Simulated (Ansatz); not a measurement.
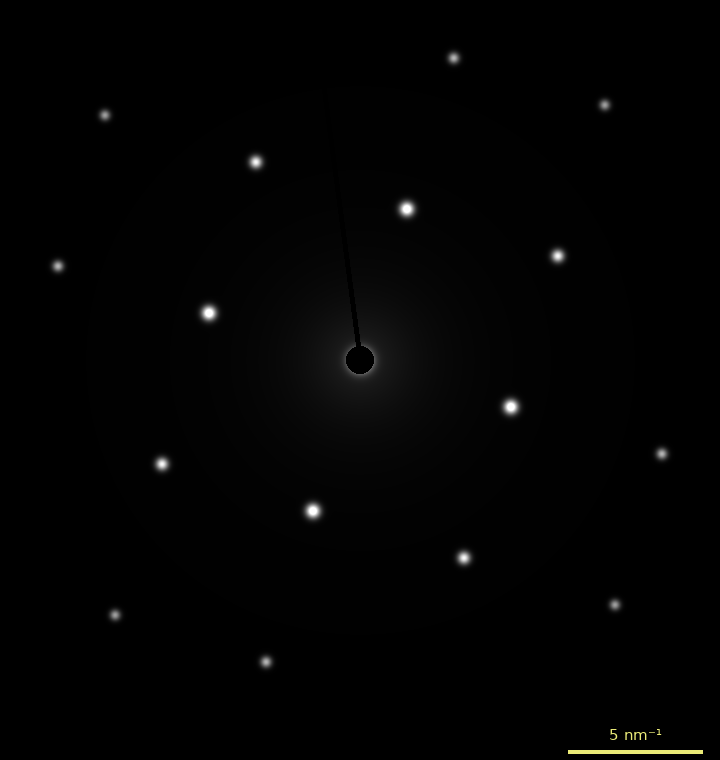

Simulated selected-area electron diffraction pattern (300 kV, kinematic approximation, thin crystal, B = 0.5 Å² for all atoms).

What net do the spots form, and what spacings does it show?

The spots form a square net with both shortest vectors at d = 1.69 Å, 90.0° apart.

What is the point symmetry of the pattern, intensities included?

4mm. A fourfold pattern needs a tetragonal or cubic crystal seen along a 4 or -4 axis.

Which crystal and zone produced it?

This cannot be fixed from one zone alone; the pattern is [001] of Fe, space group Fm-3m (No. 225), a = 3.373 Å. The net vectors are 2 0 0 and 0 2 0. Structure: coordinates from a relaxation with DFT, LDA (PW92), plane waves (420 eV) with PAW, scalar-relativistic in Ansatz 0.2.0; the starting structure was generated, so it need not be a known form of this composition.
